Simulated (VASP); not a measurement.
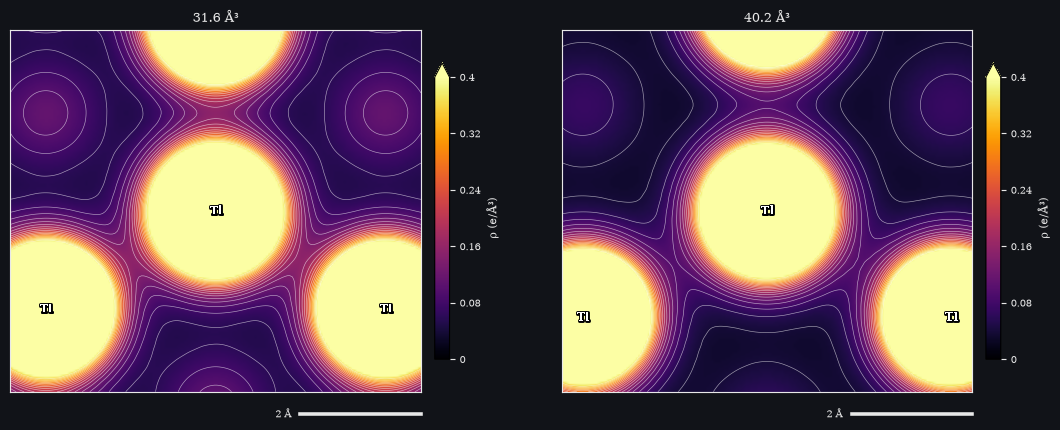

Tl. The valence electron density of cells scaled evenly to different volumes (given per atom above each panel), on the (001) plane of each (indices in the axes of the cell below), at one length scale and on one colour scale.

A generated structure, not necessarily the stable one.

Theory: Kohn-Sham DFT of a periodic cell, BLYP, VASP PAW PBE potentials, recommended in VASP 6.6.1.

In a PAW calculation such maps are meaningful between the atoms, not at the nuclei.

The largest cell:

```
Tl
1.0
     6.11171    0.00000    0.00000
    -3.05586    5.29290    0.00000
     0.00000    0.00000    3.73054
Tl
3
Direct
  0.00000 0.00000 0.00000
  0.33333 0.66667 0.50000
  0.66667 0.33333 0.50000
```

| volume (Å³/atom) | Tl–Tl contact in the plane (Å) | ρ at its midpoint (e/Å³) | pressure (GPa) | 
| --- | --- | --- | --- |
| 31.61 | 3.256 | 0.154 | 3.1 | 
| 35.92 | 3.398 | ? | ? | 
| 40.23 | 3.529 | 0.098 | −1.4 | 

What values belong in the row with question marks?

Answer. Over the known rows ln ρ falls by 1.66 per Å of Tl–Tl distance (the line through the two), which gives 0.122 e/Å³ at 3.398 Å; the calculation gives 0.121 e/Å³. For the pressure, a straight line in volume between the neighbouring rows gives 0.8 GPa; the calculation gives 0.1, lower because pressure rises ever faster on compression.
